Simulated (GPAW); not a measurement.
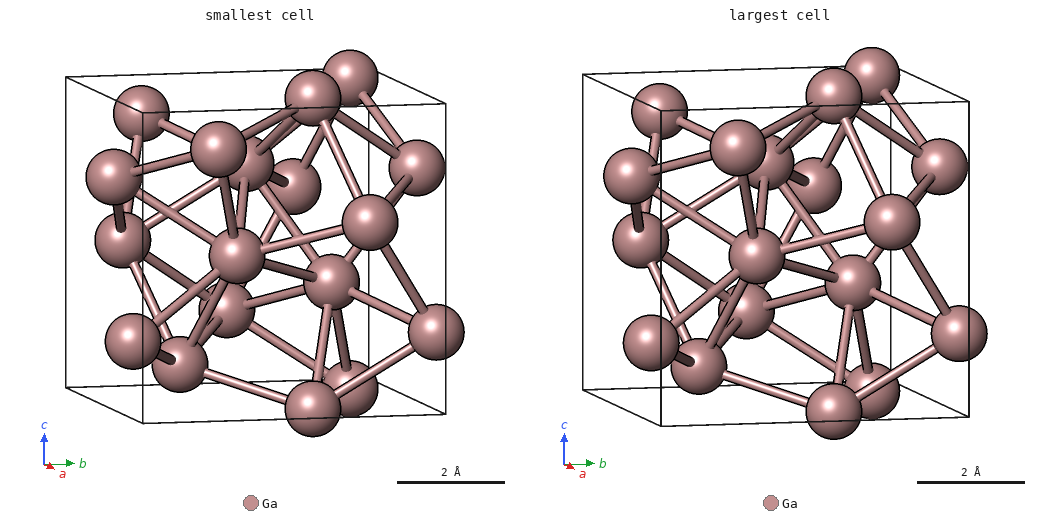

Ga, space group I-43d (No. 220), relaxed (cell and atoms, zero pressure) with five choices of dispersion term on top of PBEsol; the smallest and the largest of the relaxed conventional cells are drawn to one scale (sticks follow a distance rule). The start was a structure listed in the Materials Project. This isn't the form of Ga at room conditions, which is orthorhombic.

Alike in all runs: GPAW 26.7.0; functional PBEsol; potentials PAW data sets generated in the run's folder for this functional; cutoff 600 eV; k mesh 6 × 6 × 6 on the run's cell of 6 atoms; occupations fermi-dirac, width 0.05 eV; no spin polarisation; no spin-orbit coupling. All runs are metallic.

| level | volume (Å³/atom) | a (Å) |
| --- | --- | --- |
| none | 17.86 | 5.985 |
| D3(BJ)-ATM | 17.11 | 5.900 |
| D4 | ? | ? |
| D3 | 17.40 | 5.933 |
| D3(BJ) | 17.03 | 5.890 |

What does D4 give?

Volume 17.14 Å³/atom; a 5.903 Å. That is between D3(BJ)-ATM and D3 in volume.

Order the levels by the relaxed volume, smallest first.

D3(BJ) (17.03 Å³/atom), D3(BJ)-ATM (17.11 Å³/atom), D4 (17.14 Å³/atom), D3 (17.40 Å³/atom), none (17.86 Å³/atom). Rows within a few tenths of a per cent can't be told apart.

Caveat: later steps reuse the first step's grids; pairwise dispersion terms can overbind metals strongly.
